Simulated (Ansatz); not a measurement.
MnO₂

Input

```
crystal:
  lattice:
    - [1.455970475, 0.8406049457, 4.5701157802]
    - [-1.455970475, 0.8406049457, 4.5701157802]
    - [0.0, -1.6812098914, 4.5701157802]
  atoms:
    - { symbol: Mn, position: [0.0050811162, 0.0050811162, -0.0101622325], spin: 3.14 }
    - { symbol: O, position: [0.2552444945, 0.2552444945, 0.2814161226], spin: -0.15 }
    - { symbol: O, position: [0.7273077535, 0.7273077535, 0.7534793816], spin: -0.15 }
basis:
  ecutwfc: 520.0
kpoints:
  mp_grid: { grid: [12, 12, 12] }
hamiltonian:
  xc: pbe
  dispersion: d3bj
  hubbard: { sites: [{ species: Mn, l: d, u_eff: 3.9 }] }
scf:
  occupations: { method: gaussian, width: 0.05 }
output:
  forces: true
  stress: true
  eigenvalues: true
  populations: true
  write_density: true
  write_potential: true
  elf: true
  volumetric_format: npy
magnetization:
  spin_polarized: true
```

Command:

```sh
ansatz run input.yaml --threads 1 --pin off --max-ram 2048MiB --backend cpu --events-out ev --progress --plain --runs-dir out
```

Below, planes, directions and counts refer to the conventional cell (a = 5.04 Å, b = 2.91 Å, c = 4.87 Å, α = 90.00°, β = 110.20°, γ = 90.00°).

Space group Cm; a structure from a database of computed crystals, not necessarily the ambient phase; not relaxed (largest force 1.1 eV/Å); Hubbard U of 3.9 eV on Mn d only; spin-polarised.

Theory: DFT PBE+U+D3(BJ), scalar-relativistic, plane waves, PAW in Ansatz 0.2.0.

Core electrons are frozen (PAW), and the valence fields are smoothed inside the atomic spheres.

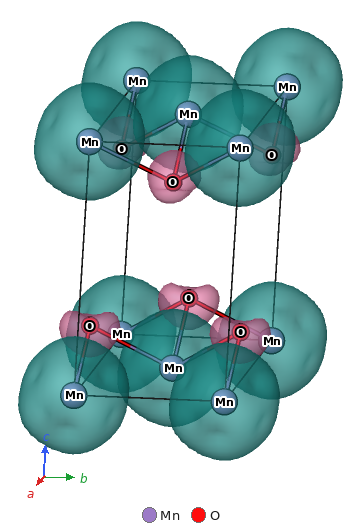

Figure 1. Isosurfaces of the magnetisation density (up minus down) at +0.08 (teal) and −0.08 e/Å³ (pink), seen slightly off an axis. Sticks mark near contacts.

> Describe the spin distribution.

The spin density sits on Mn: +2.8 μB (×2) in one cell of 6 atoms, with smaller moments on O (up to −0.13 μB): parallel main moments, as they must be, since the calculation's own cell holds one magnetic site. The cell of the calculation (3 atoms) carries 3.0 μB of net spin moment.

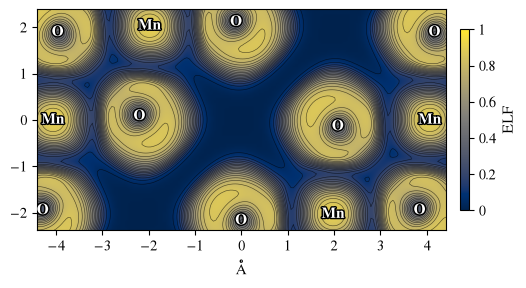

Figure 2. Electron localisation function on the (111) plane of the conventional cell.

> What do the fields say about this system?

- The plane passes through Mn and O nuclei.
- Mn–O (1.87 Å): the ELF peaks at about 0.80 in the valence shell of O, 0.6 Å from its nucleus, and is about 0.30 at the midpoint: no localised pair shows between them.
- Mn–O (1.96 Å): the ELF peaks at about 0.85 in the valence shell of O, 0.6 Å from its nucleus, and is about 0.25 at the midpoint (no localised pair shows between them).
- The features right at Mn lie inside the PAW spheres, where the map follows smoothed inner orbitals and isn't to be read closely.

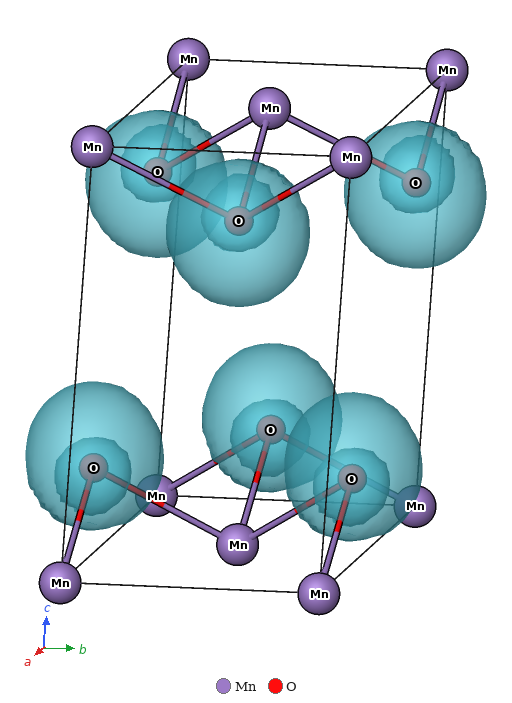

Figure 3. Isosurface of the electron localisation function at 0.75 (cyan), seen slightly off an axis. Only the valence region is drawn (cores and ρ < 0.01 e/Å³ removed). Sticks mark near contacts.

> Describe the localisation domains.

The surface consists of four regions wrapped around O (the valence shell of each), counted in one cell of 6 atoms. Any copies at cell faces, edges or corners count once.

> Does the calculation give a band gap?

It is gapped, with a Kohn–Sham gap of 1.6 eV on the k-point mesh (the band edges may lie off the mesh, which would make the gap smaller).
